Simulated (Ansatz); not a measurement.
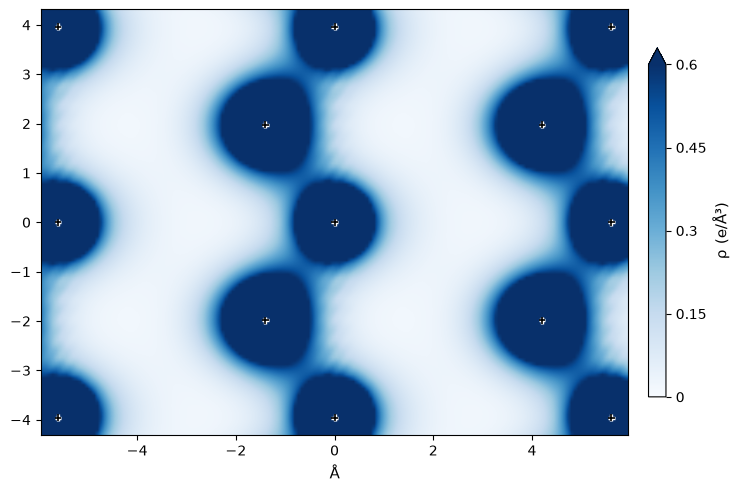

The valence charge density (pseudo) on a plane through atoms (crosses mark nuclei in the plane).

All numbers below come from Ansatz 0.2.0, DFT LDA, scalar-relativistic, plane waves, PAW.

Candidates:
A. Pd, a = 3.84 Å, b = 3.84 Å, c = 3.84 Å, α = 90.00°, β = 90.00°, γ = 90.00°. Space group Fm-3m; a structure from a database of computed crystals, not necessarily the ambient phase.
B. GaAs, a = 5.60 Å, b = 5.60 Å, c = 5.60 Å, α = 90.00°, β = 90.00°, γ = 90.00°. Space group F-43m; a structure from a database of computed crystals, not necessarily the ambient phase.

Question: Which candidate gave the map?

Answer: Candidate B: GaAs on the (110) plane of the conventional cell, which holds Ga and As. Ga–As (2.43 Å): ρ at the midpoint is about 0.51 e/Å³.
